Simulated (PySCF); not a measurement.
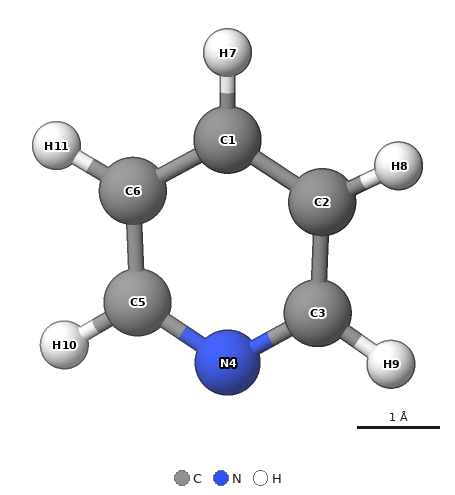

The input geometry of run 1 (ball-and-stick view, seen at a tilt; atoms are numbered from 1 in the order of the input).

## Two runs on C5H5N

System: C5H5N.
Method of run 1: GIAO HF/pcSseg-2 NMR shielding, non-relativistic, gas phase (PySCF 2.14.0).

The geometry comes from this level: PBE0-D3(BJ)/def2-SVP. Text and figures count atoms from 1; the logs count them from 0 in places.

## Input, run 1
```
{"job": {"kind": "nmr", "xc": "HF", "basis": "pcSseg-2", "pop": false}, "charge": 0, "multiplicity": 1}
C     -0.399924     1.123979     0.023472
C     -1.137054     0.093608     0.601637
C     -0.622828    -1.202156     0.545095
N      0.536931    -1.507985    -0.031032
C      1.234681    -0.517320    -0.580553
C      0.814542     0.813141    -0.583008
H     -0.766435     2.153451     0.044988
H     -2.095221     0.286194     1.089200
H     -1.179534    -2.034322     0.992172
H      2.185747    -0.793852    -1.050967
H      1.429085     1.585269    -1.051004
```

The first line tells a small driver script what to run in PySCF; the rest is the geometry in Å.

Hardware: 1 CPU thread, shared host.

## Output (run 1)
```
final grid: 93896 points
cycle   1  E = -246.6945385378  dE =  1.664e+00  |g| = 4.674e-01  |ddm| = 2.534e+00
cycle   2  E = -246.7609472453  dE = -6.641e-02  |g| = 1.819e-01  |ddm| = 4.514e-01
cycle   3  E = -246.7683362441  dE = -7.389e-03  |g| = 8.061e-02  |ddm| = 2.392e-01
cycle   4  E = -246.7700654972  dE = -1.729e-03  |g| = 1.880e-02  |ddm| = 6.810e-02
cycle   5  E = -246.7701641191  dE = -9.862e-05  |g| = 4.828e-03  |ddm| = 2.528e-02
cycle   6  E = -246.7701755900  dE = -1.147e-05  |g| = 2.074e-03  |ddm| = 7.693e-03
cycle   7  E = -246.7701782979  dE = -2.708e-06  |g| = 7.549e-04  |ddm| = 4.387e-03
cycle   8  E = -246.7701787135  dE = -4.156e-07  |g| = 3.408e-04  |ddm| = 1.190e-03
cycle   9  E = -246.7701788180  dE = -1.045e-07  |g| = 1.387e-04  |ddm| = 5.868e-04
cycle  10  E = -246.7701788470  dE = -2.907e-08  |g| = 4.415e-05  |ddm| = 4.029e-04
cycle  11  E = -246.7701788499  dE = -2.842e-09  |g| = 1.582e-05  |ddm| = 1.227e-04
cycle  12  E = -246.7701788501  dE = -1.987e-10  |g| = 4.457e-06  |ddm| = 4.348e-05
converged SCF energy = -246.7701788501

GIAO shielding tensors (ppm)
atom      isotropic    diamagn.    paramagn.     s11        s22        s33       span
  0 C       41.452     250.312    -208.859    -88.448     24.361    188.444    276.892
  1 C       62.421     253.332    -190.911    -60.762     64.491    183.532    244.294
  2 C       28.378     249.537    -221.159    -99.032     26.934    157.232    256.264
  3 N     -104.236     317.060    -421.296   -419.498   -199.655    306.444    725.942
  4 C       28.400     249.524    -221.123    -98.959     26.924    157.236    256.195
  5 C       62.413     253.339    -190.927    -60.808     64.509    183.536    244.344
  6 H       23.652      31.181      -7.530     20.505     23.142     27.308      6.803
  7 H       24.359      31.852      -7.493     21.192     23.881     28.005      6.813
  8 H       22.763      30.366      -7.603     18.914     22.235     27.140      8.226
  9 H       22.766      30.365      -7.599     18.911     22.243     27.144      8.234
 10 H       24.356      31.852      -7.496     21.193     23.873     28.002      6.809
```

The input of run 2 differs as follows (lines with − go, lines with + come):
```diff
-"xc": "HF"
+"xc": "BP86"
```

Predict how the results change.

The total energies belong to different methods, so their difference says nothing on which is more stable or more accurate. The HOMO goes from −9.48 to −5.98 eV. The LUMO goes from 2.61 to −1.91 eV. The dipole moment goes from 2.31 to 2.21 D. Of all shieldings, the largest change is that of C2 and C6, by −13.7 ppm. The method changes from HF to BP86. Exact exchange removes part of the self-interaction error of semilocal functionals, which pushes filled and empty levels apart. The SCF takes 15 iterations against 12.

## Output (run 2)
```
coarse grid: 9592 points
cycle   1  E = -248.3132609544  dE =  7.523e-01  |g| = 4.469e-01  |ddm| = 2.393e+00
cycle   2  E = -248.2518393592  dE =  6.142e-02  |g| = 6.687e-01  |ddm| = 1.411e+00
cycle   3  E = -248.3645834070  dE = -1.127e-01  |g| = 1.289e-01  |ddm| = 9.129e-01
cycle   4  E = -248.3670844309  dE = -2.501e-03  |g| = 6.533e-02  |ddm| = 1.130e-01
cycle   5  E = -248.3679997985  dE = -9.154e-04  |g| = 1.922e-02  |ddm| = 6.055e-02
cycle   6  E = -248.3680773404  dE = -7.754e-05  |g| = 1.041e-02  |ddm| = 2.283e-02
cycle   7  E = -248.3681065803  dE = -2.924e-05  |g| = 4.841e-04  |ddm| = 7.449e-03
cycle   8  E = -248.3681066162  dE = -3.585e-08  |g| = 3.375e-04  |ddm| = 6.224e-04
final grid: 93896 points
cycle   9  E = -248.3759596146  dE = -9.520e-05  |g| = 5.703e-03  |ddm| = 8.314e-02
cycle  10  E = -248.3759474742  dE =  1.214e-05  |g| = 8.970e-03  |ddm| = 1.429e-02
cycle  11  E = -248.3759668141  dE = -1.934e-05  |g| = 1.955e-03  |ddm| = 9.347e-03
cycle  12  E = -248.3759676206  dE = -8.065e-07  |g| = 6.507e-04  |ddm| = 1.732e-03
cycle  13  E = -248.3759677123  dE = -9.167e-08  |g| = 2.483e-04  |ddm| = 5.940e-04
cycle  14  E = -248.3759677289  dE = -1.662e-08  |g| = 6.042e-05  |ddm| = 2.205e-04
cycle  15  E = -248.3759677297  dE = -8.729e-10  |g| = 1.016e-05  |ddm| = 4.419e-05
converged SCF energy = -248.3759677297

GIAO shielding tensors (ppm)
atom      isotropic    diamagn.    paramagn.     s11        s22        s33       span
  0 C       37.677     251.615    -213.938    -78.212     18.302    172.942    251.154
  1 C       48.677     255.526    -206.849    -66.583     45.792    166.821    233.405
  2 C       21.011     250.838    -229.827    -89.800     17.096    135.738    225.538
  3 N     -100.202     320.670    -420.871   -408.291   -180.996    288.683    696.973
  4 C       21.026     250.823    -229.797    -89.739     17.072    135.744    225.484
  5 C       48.678     255.538    -206.859    -66.613     45.818    166.830    233.443
  6 H       23.582      30.877      -7.296     20.948     22.724     27.073      6.125
  7 H       23.975      31.418      -7.442     21.791     22.613     27.522      5.730
  8 H       22.369      30.140      -7.771     18.935     21.522     26.649      7.714
  9 H       22.370      30.138      -7.769     18.930     21.528     26.652      7.722
 10 H       23.974      31.419      -7.445     21.794     22.608     27.520      5.725
```

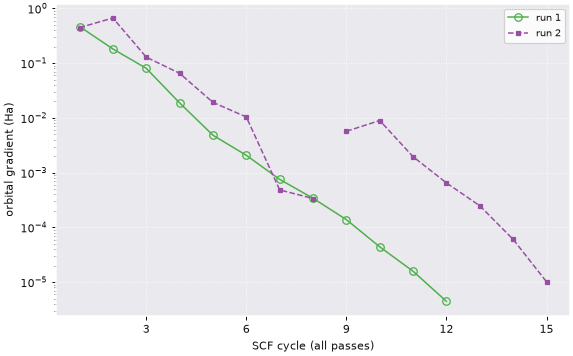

Convergence of the two runs: orbital gradient against the SCF cycle. A break in a curve parts two SCF passes (coarse and final grid). Run 1 takes 12 cycles in all, and run 2 takes 15.

## The two runs side by side

| quantity | run 1 | run 2 |
| --- | --- | --- |
| outcome | converged | converged |
| total energy (hartree) | −246.770179 | −248.375968 |
| HOMO (eV) | −9.48 | −5.98 |
| LUMO (eV) | 2.61 | −1.91 |
| dipole moment (D) | 2.31 | 2.21 |
| shielding of C1 (ppm) | 41.5 | 37.7 |
| shielding of C2 (ppm) | 62.4 | 48.7 |
| shielding of C3 (ppm) | 28.4 | 21.0 |
| shielding of N4 (ppm) | −104.2 | −100.2 |
| shielding of C5 (ppm) | 28.4 | 21.0 |
| shielding of C6 (ppm) | 62.4 | 48.7 |
| shielding of H10 (ppm) | 22.8 | 22.4 |
| SCF iterations | 12 | 15 |
| basis functions | 286 | 286 |
| wall time (shared host) | 24 s | 79 s |
